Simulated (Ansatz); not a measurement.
# HfO2 (P2_1/c), small polaron or free electron, part 2 of 2

Aim: find out whether an added electron stays on one Hf atom in HfO2 (P2_1/c) by distorting the lattice there, how its energy compares with the band edge, and how the answer depends on the level of theory. The model is a cell of 96 host atoms.

Ansatz 0.2.0; plane-wave PAW DFT, HSE06 form with 0.3 exact exchange; relaxation of all atoms of a supercell at fixed charge in a uniform background.

So far: Set-up; Relaxation with the electron, HSE06 (α = 0.3).

In doubt: the hybrid run may have settled on a false gap or state (step 2), so the values of those runs are not to be relied on.

## Step 2: Relaxation with the electron, HSE06 (α = 0.3) (continued)

The steps of the relaxation:

```csv
step,energy less that of the first step (eV),largest force component (eV/Å)
1,0.0000,2.4765
2,-1.4379,0.8953
3,-1.6862,0.4463
4,-1.7623,0.0572
5,-1.7623,0.0565
6,-1.7643,0.0164
```

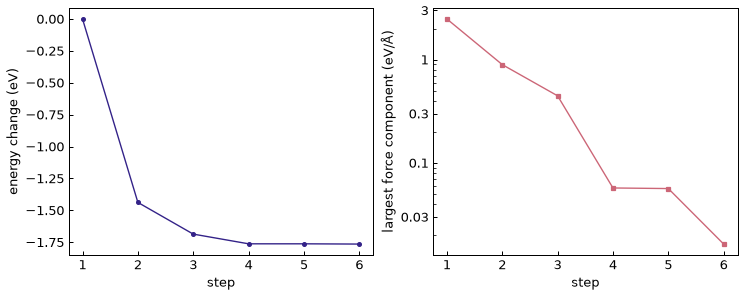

Energy and largest force along the relaxation.

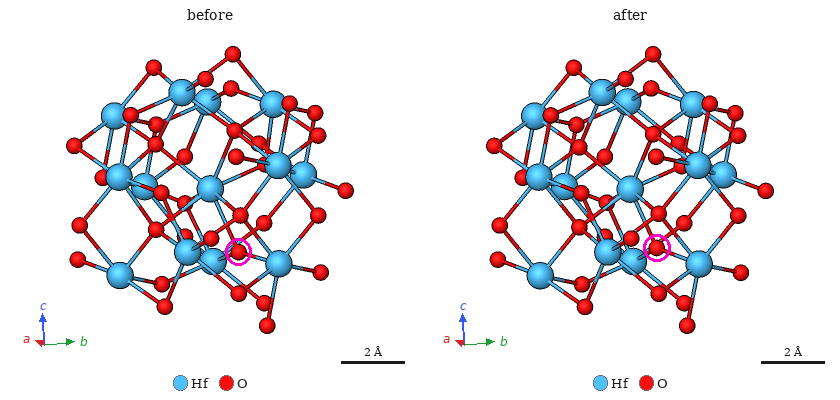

Before and after: the atoms that start within 5 Å of the centre. O84, which moves most, is ringed if it is among them.

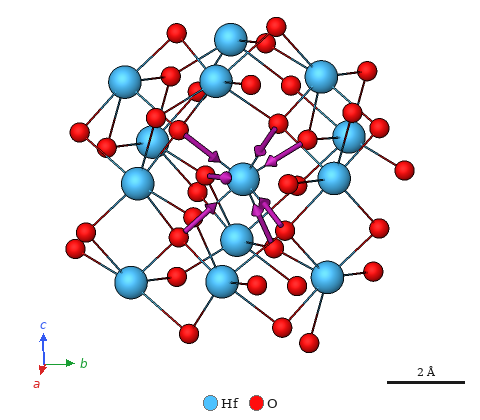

Displacements in the relaxation from the typed sites near the centre, exaggerated; the longest in the cell stands for 0.15 Å.

The atoms that moved most (Å, from the sites as typed, ahead of the random displacement):

```csv
atom,dx,dy,dz,length
O84,0.055,-0.045,0.136,0.154
O68,-0.043,0.106,-0.101,0.152
O93,0.090,-0.111,-0.049,0.151
O90,-0.078,-0.072,-0.106,0.150
O91,-0.109,-0.074,0.069,0.149
O22,0.123,0.079,0.017,0.147
O53,-0.070,0.101,0.078,0.145
Hf85,-0.001,0.006,-0.006,0.009
```

The moves above count from the input, in which the atoms at the trial site were already displaced.

Neighbours of the ideal centre at the end:

```csv
atom,distance (Å)
Hf88,0.007
O93,2.039
O22,2.046
O84,2.130
O68,2.131
O91,2.166
O90,2.232
O53,2.233
```

The sizes of the moments in the atoms' spheres add to about 0.4 μB, shared by more than 30 atoms in effect: the carrier has spread out.

## Step 3: The states that it is compared with

Its energy has a meaning only beside the cell without the carrier and the carrier left in the undistorted cell, under the same functional.

Times on 1 × NVIDIA H100 80GB HBM3 with 10 threads of AMD EPYC 7R13 (Zen 3), shared host:

```csv
charge,start,kind,largest moment on one atom (μB),time
0,ideal sites,relaxation,-,29 s
−1,the relaxed neutral cell,single point,0.01,26 s
```

## Step 4: States in the gap, HSE06 (α = 0.3)

A single point on the relaxed atoms asks for the levels and how far each is spread.

Input file qm1_M1_trap.hyb/input.yaml:

```yaml
crystal:
  checkpoint: "../qm1_M1_trap.hrelax.run"
  host: checkpoint
total_charge: -1
basis:
  ecutwfc: 420
  xc_grid: 2
hamiltonian:
  xc: { preset: hse06, exx: 0.3 }
kpoints:
  mp_grid: { grid: [1, 1, 1] }
magnetization:
  spin_polarized: true
  initial_magnetization: 1
  spin_locking: { lock_magnetization: hard }
scf:
  occupations: { method: fixed }
  max_iter: 100
output:
  forces: true
  charged_corrections:
    epsilon: [[5.04, 0.0, 0.14], [0.0, 5.06, 0.0], [0.14, 0.0, 4.75]]
    static_epsilon: [[20.63, 0.0, 1.36], [0.0, 18.82, 0.0], [1.36, 0.0, 15.26]]
    defect_position: [0.638068, 0.520968, 0.603954]
  eigenvalues: true
  eigenstates: { localisation: true }
  populations: true
  efg: {}
  write_density: true
  write_potential: true
  volumetric_format: npy
checkpoint:
  read: "../qm1_M1_trap.hrelax.run"
  write: "../qm1_M1_trap.hyb.run"
  compress: false
  write_wavefunctions: true
  write_every: 100000
```

Run with:

```sh
ansatz run input.yaml --threads 10 --pin off --max-ram 65945MiB --backend cuda --events-out ev --progress --plain --runs-dir out
```

Numbers of over 12 decimals in the logs are rounded to 6 here.

Output:

```text
[...]
crystal.checkpoint: the structure is that of <dir>, a `relax` run, at its step 6: its result, under {"exchange":"pbe","correlation":"pbe","exx":{"coeff":0.3,"omega":0.207870}} at a charge of -1 e; 96 atoms read, 1 with a starting moment; [...]
[...]
Hf: output.efg is read without spin–orbit coupling, which moves field gradients at and beside such atoms by some per cent and up to a factor of two; PAW files take it under magnetization.noncollinear and magnetization.spin_orbit
[...]
GPU FFT provider: cuFFT
GPU libraries: cuBLAS 13.8.2, cuFFT 12.4.0, cuSOLVER 12.3.4
Crystal: 96 atoms, lattice volume = 1096.717 Å³
Basis set: ecut = 420 eV, 21483 PW (Γ), exchange–correlation on 144×144×144 points (8 copies of the dense FFT grid, shifted against one another)
Bands: 731, of which v1, the nominal top of the filled ones, is band 609 counted from 1 (608 counted from 0)
Symmetry: 1 space group operations
[...]
k-points: 1
[...]
Stability of the state it starts from, as read at its close in the collinear treatment: not read, because the functional holds exact exchange (a hybrid, or Hartree-Fock), whose exchange loop this test does not read (fock_operator); its run was given moments
[...]
GPU buffer pool allocated for 373248 grid points (all kernels)
[...]
Frozen-core exchange: fock
[...]
atom  68  O  V_zz =    +1.173249   η = 0.8132   by run symmetry: allowed
[...]
atom  84  O  V_zz =    +1.371652   η = 0.9654   by run symmetry: allowed
[...]
atom  85  Hf V_zz =   +13.060018   η = 0.0844   by run symmetry: allowed
[...]
atom  88  Hf V_zz =   +13.032437   η = 0.0758   by run symmetry: allowed
[...]
atom  90  O  V_zz =    +1.167973   η = 0.8107   by run symmetry: allowed
[...]
atom  91  O  V_zz =    +1.169986   η = 0.8087   by run symmetry: allowed
[...]
atom  93  O  V_zz =    +1.379756   η = 0.9599   by run symmetry: allowed
[...]
F Makov-Payne    = n/a  (the rows are of the electrons' constant alone; ansatz place-levels tells what screens the charge)
[...]
--- Band table (eV) ---
[...]
--- Löwdin populations: 96 sites ---
  site symbol       q [e]    m [muB]
     0     Hf     24.4421     0.0318
     1     Hf     24.4423     0.0317
  [... 19 atoms left out ...]
    21      O      6.7208    -0.0030
  [... 30 atoms left out ...]
    52      O      6.7594     0.0016
  [... 14 atoms left out ...]
    67      O      6.7595     0.0016
  [... 15 atoms left out ...]
    83      O      6.7209    -0.0030
    84     Hf     24.4424     0.0317
  [... 2 atoms left out ...]
    87     Hf     24.4424     0.0321
  [... 1 atom left out ...]
    89      O      6.7594     0.0016
    90      O      6.7594     0.0016
  [... 1 atom left out ...]
    92      O      6.7209    -0.0030
  [... 3 atoms left out ...]
  spilling = 0.002858 (of n_electrons = 1217.000000)
[key lines of the parts left out:]
Magnetization: 1.0000 μB (609.0000 up, 608.0000 down)
Free energy (F): -539562.826735 eV
Fermi energy:    18.757011 (↑ 18.757011, ↓ 12.990336) eV
```

Elapsed: 35 s, on 1 × NVIDIA H100 80GB HBM3 with 10 threads of AMD EPYC 7R13 (Zen 3), shared host; peak memory 2.8 GiB; 3.7 min of CPU time.

States next to the filling edge at the first k-point, on the run's own zero (eigenstates.tsv). The participation number counts the atoms that a state is spread over, of 96; bands count from 0.

```csv
spin,band,energy (eV),occupation,participation,largest share on,share
down,602,12.498,1.00,47.6,O33,0.03
down,603,12.498,1.00,47.5,O10,0.03
down,604,12.529,1.00,42.7,O36,0.03
down,605,12.799,1.00,69.2,O48,0.02
down,606,12.890,1.00,35.3,O96,0.03
down,607,12.990,1.00,35.5,O33,0.03
down,608,19.078,0.00,74.1,Hf4,0.02
down,609,19.467,0.00,66.1,Hf4,0.03
down,610,19.467,0.00,66.1,Hf1,0.03
down,611,19.557,0.00,73.1,Hf37,0.02
down,612,19.643,0.00,71.4,Hf73,0.02
up,603,12.504,1.00,47.5,O10,0.03
up,604,12.536,1.00,42.7,O36,0.03
up,605,12.803,1.00,69.2,O48,0.02
up,606,12.901,1.00,35.3,O96,0.03
up,607,13.002,1.00,35.5,O36,0.03
up,608,18.757,1.00,74.0,Hf88,0.02
up,609,19.343,0.00,63.5,Hf4,0.03
up,610,19.343,0.00,63.5,Hf1,0.03
up,611,19.537,0.00,72.6,Hf37,0.02
up,612,19.578,0.00,71.8,Hf39,0.02
up,613,19.578,0.00,71.8,Hf40,0.02
```

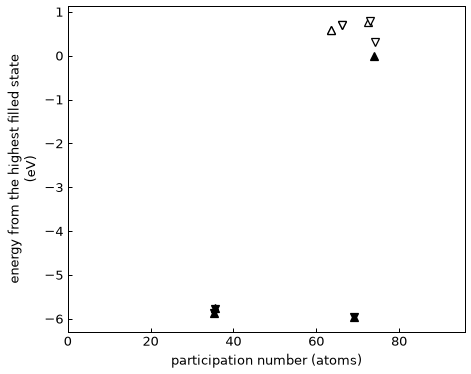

States next to the filling edge at the first k-point: energy against spread. Filled marks are occupied, open marks empty; triangles up and down are the spins.

Under HSE06 form with 0.3 exact exchange at the zone centre alone, the highest filled state is spin up, spread over 74 of 96 atoms, and the lowest empty one, 0.32 eV above it, is spin down, spread over 74 of 96 atoms.

Löwdin populations of the atoms near the centre, and their excess over far atoms of the same element, which can also hold differences between inequivalent host sites (the log counts sites from 0):

```csv
atom,distance from the centre (Å),electrons,excess
Hf88,0.01,24.442,0.000
O93,2.04,6.721,-0.020
O22,2.05,6.721,-0.020
O84,2.13,6.721,-0.020
O68,2.13,6.759,0.019
O91,2.17,6.759,0.019
O90,2.23,6.759,0.019
O53,2.23,6.759,0.019
```

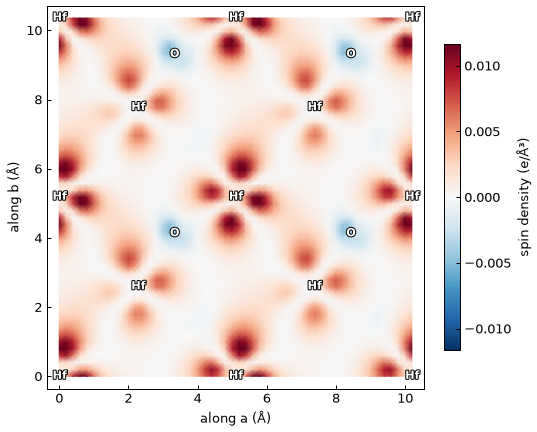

Spin density in the ab plane at fractional z = 0.604, through the centre, with atoms of Hf and O within 0.45 Å of it.

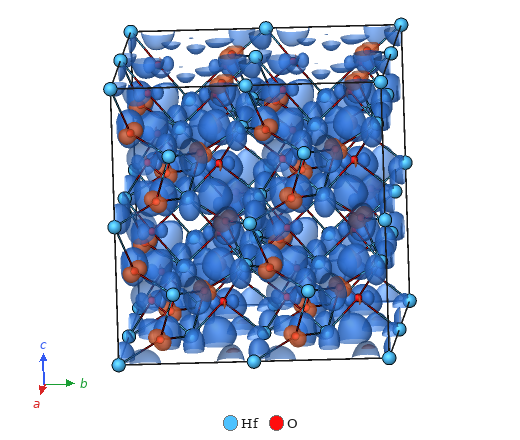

Surfaces of spin density = ±0.0029 e/Å³, which hold about 50 % of the integral of its size. The two colours are the two signs. Bonds to atoms that aren't drawn are left out.

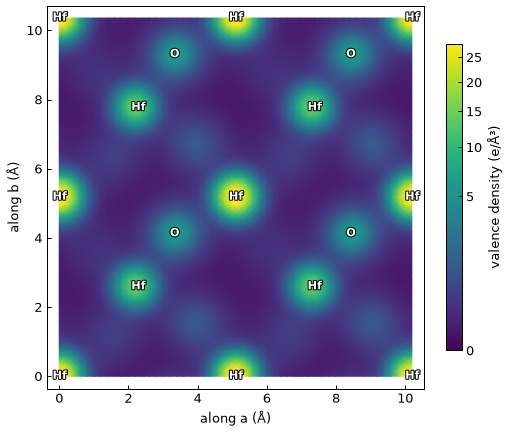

Valence density in the ab plane at fractional z = 0.604, through the centre, with atoms of Hf and O within 0.45 Å of it. It is the smooth field of the valence electrons, not physical close to the nuclei. The colour scale is stretched toward low values.

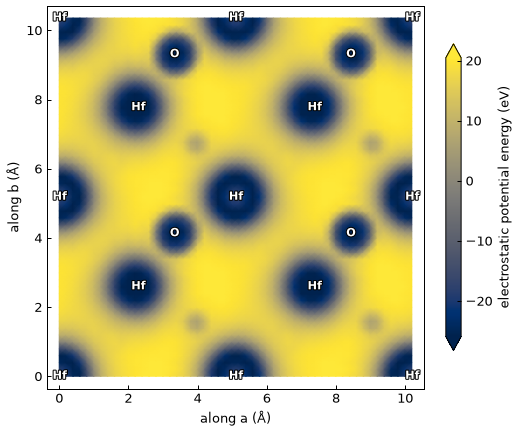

Electrostatic potential energy in the ab plane at fractional z = 0.604, through the centre, with atoms of Hf and O within 0.45 Å of it. With pseudopotentials it is smooth inside the atoms' cores, unlike the true potential.

Uncorrected and at zero smearing, the relaxed cell and the carrier in the undistorted cell agree within 0.02 eV.

No level is given here: the program refused to align this charged cell with the host.

## Step 5: Relaxing again with PBEsol

The relaxed structure is now handed to a plain semilocal functional and relaxed again, to see what is left without exact exchange or U. The start is the structure of HSE06 (α = 0.3), where the carrier had already spread, so this step is a weak test of trapping.

Input file qm1_M1_trap.semirelax/input.yaml:

```yaml
crystal:
  checkpoint: "../qm1_M1_trap.hrelax.run"
  host: checkpoint
total_charge: -1
basis:
  ecutwfc: 420
  xc_grid: 2
hamiltonian:
  xc: pbesol
kpoints:
  mp_grid: { grid: [1, 1, 1] }
magnetization:
  spin_polarized: true
  initial_magnetization: 1
  spin_locking: { lock_magnetization: hard }
scf:
  occupations: { method: fermi_dirac, width: 0.01 }
  max_iter: 100
output:
  forces: true
  charged_corrections:
    epsilon: [[5.04, 0.0, 0.14], [0.0, 5.06, 0.0], [0.14, 0.0, 4.75]]
    static_epsilon: [[20.63, 0.0, 1.36], [0.0, 18.82, 0.0], [1.36, 0.0, 15.26]]
    defect_position: [0.638068, 0.520968, 0.603954]
relax:
  f_tol: 0.02
  max_steps: 60
  escape_saddle: false
checkpoint:
  read: "../qm1_M1_trap.hrelax.run"
  write: "../qm1_M1_trap.semirelax.run"
  compress: false
  write_wavefunctions: true
  write_every: 100000
```

It took 6.4 s on 1 × NVIDIA H100 80GB HBM3 with 10 threads; peak memory 2.5 GiB.

The relaxation took 4 steps and gained 0.04 eV, a gain that holds the host's own adjustment to the other functional too.

From the single point at the end of this step. The sizes of the moments in the atoms' spheres add to about 0.4 μB, shared by more than 30 atoms in effect: the carrier has spread out.

No level is given here: the program refused to align this charged cell with the host.

## Step 6: Atoms held, PBE0 (α = 0.35)

With the atoms held, the functional goes from a screened to an unscreened hybrid or back, so both the share and the range of exact exchange change. The carrier had already spread in this structure, so this step can't test trapping.

Input file qm1_M1_trap.hyb2/input.yaml:

```yaml
crystal:
  checkpoint: "../qm1_M1_trap.hrelax.run"
  host: checkpoint
total_charge: -1
basis:
  ecutwfc: 420
  xc_grid: 2
hamiltonian:
  xc: { preset: pbe0, exx: 0.35 }
kpoints:
  mp_grid: { grid: [1, 1, 1] }
magnetization:
  spin_polarized: true
  initial_magnetization: 1
  spin_locking: { lock_magnetization: hard }
scf:
  occupations: { method: fixed }
  max_iter: 100
output:
  forces: true
  charged_corrections:
    epsilon: [[5.04, 0.0, 0.14], [0.0, 5.06, 0.0], [0.14, 0.0, 4.75]]
    static_epsilon: [[20.63, 0.0, 1.36], [0.0, 18.82, 0.0], [1.36, 0.0, 15.26]]
    defect_position: [0.638068, 0.520968, 0.603954]
  eigenvalues: true
  eigenstates: { localisation: true }
  populations: true
  efg: {}
  write_density: true
  write_potential: true
  volumetric_format: npy
checkpoint:
  read: "../qm1_M1_trap.hrelax.run"
  write: "../qm1_M1_trap.hyb2.run"
  compress: false
  write_wavefunctions: true
  write_every: 100000
```

Wall time 37 s (1 × NVIDIA H100 80GB HBM3 with 10 threads); peak memory 2.9 GiB.

The sizes of the moments in the atoms' spheres add to about 0.4 μB, shared by more than 30 atoms in effect: the carrier has spread out.

No level is given here: the program refused to align this charged cell with the host.

## Step 7: All levels of theory side by side

```csv
level of theory,atoms,atoms that share the moment,localised,time for the trial state
HSE06 (α = 0.3) †,relaxed,more than 30,no,2 min
PBEsol,relaxed,more than 30,no,16 s
PBE0 (α = 0.35) †,held,more than 30,no,37 s
```

† Here the hybrid relaxation or its single point carries a warning about the state that it reached (a narrow gap in its semilocal warm-up or between frontier levels), so a lower state with the carrier may exist.

## Step 8: Summary of results

```yaml
carrier_localised_pbesol: no
state_found_lowest_state_in_doubt_hse06: spread out
```

What this shows: With HSE06 (α = 0.3) the electron did not stay localised from this start: it is shared by more than 30 of the 96 atoms in effect. The hybrid relaxation or its single point carries a warning about the state that it reached (a narrow gap in its semilocal warm-up or between frontier levels), so a lower state with the carrier may exist; the numbers describe the state found. It spreads at every relaxed level of theory in the table. Semilocal functionals favour spread carriers, so their answer alone decides nothing. A relaxation step took 14 s with HSE06 (α = 0.3) and 1.6 s with PBEsol. The point with the carrier in the undistorted cell ran without the search for lower states. One trial site was relaxed, so another site or form can lie lower. Limits: sampling at the zone centre alone can move energies of charged and open-shell states by tenths of an eV or more in cells of this size; spin–orbit coupling, which can matter with heavy atoms, is left out.

[Logs are printed without paths, hosts, clocks, repeated set-up lines and the standing remarks that a program may print on its own settings, such as how far it seeks lower states.]

[Hosts, paths, dates, database ids (printed as entryN), source tags and the programs' standing remarks are cut or masked in the printed files.]

[For some hosts the program warned that the k-mesh of the response run may be too coarse for force constants and the static dielectric constant; such warnings are not shown here.]
